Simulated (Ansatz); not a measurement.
System: SiC, space group P6_3mc (No. 186).

Starting cell:
```
CELL_PARAMETERS angstrom
3.07600 0.00000 0.00000
-1.53800 2.66389 0.00000
0.00000 0.00000 5.04800
ATOMIC_POSITIONS crystal
Si 0.33333 0.66667 0.00000
Si 0.66667 0.33333 0.50000
C 0.33333 0.66667 0.38500
C 0.66667 0.33333 0.88500
```

Displacement pattern for amplitude 1 (x, y, z for each atom, in the order of the cell):
```json
{"atom": "Si1", "x": "0.00", "y": "0.00", "z": "1.00"}
{"atom": "Si2", "x": "0.00", "y": "0.00", "z": "-1.00"}
{"atom": "C3", "x": "0.00", "y": "0.00", "z": "-0.23"}
{"atom": "C4", "x": "0.00", "y": "0.00", "z": "0.23"}
```

Method: a normal mode of the cell frozen into a crystal at growing amplitude, by plane-wave density functional theory with PAW datasets, free energies less that of the undisturbed cell, pressure positive in compression; scalar-relativistic (Ansatz 0.2.0). Level: LDA, no spin polarisation.

```
       setting                   value
   wave cutoff                  420 eV
        k mesh                 12×12×6
   occupations                Gaussian
smearing width                 0.05 eV
       k shift  (0, 0, 0) (mesh steps)
         start                as given
```

The points at mode amplitude −0.09, −0.03, 0.06 and 0.12 follow from computed ones by symmetry.

What does the calculation give for the energy change, force along the mode and pressure against mode amplitude? The mode amplitude takes the values −0.120, −0.090, −0.060, −0.030, 0.000, 0.015, 0.030, 0.045, 0.060, 0.075, 0.090, 0.105, 0.120 Å.

The energy rises on both sides of the starting structure, which is therefore a minimum along this path. The energy change is 466.8 meV/cell at mode amplitude −0.120 Å and 466.8 meV/cell at 0.120 Å; the lowest computed point is at mode amplitude 0.000 Å (0.0 meV/cell). The force along the mode falls from 7.9 eV/Å at mode amplitude −0.120 Å to −7.9 eV/Å at 0.120 Å, and changes sign near 0.000 Å. The pressure goes from −1.232 GPa at mode amplitude −0.120 Å to −1.232 GPa at 0.120 Å, not monotonically, with a low of −3.978 GPa at 0.000 Å. The harmonic force constant k (E = k x²/2 near the start) is 64 eV/Å².

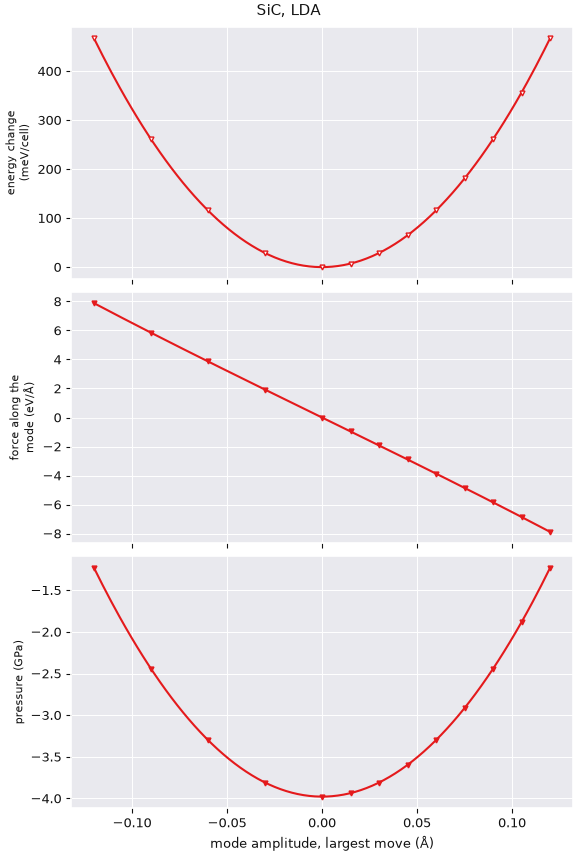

Note: reference crystal is not relaxed.
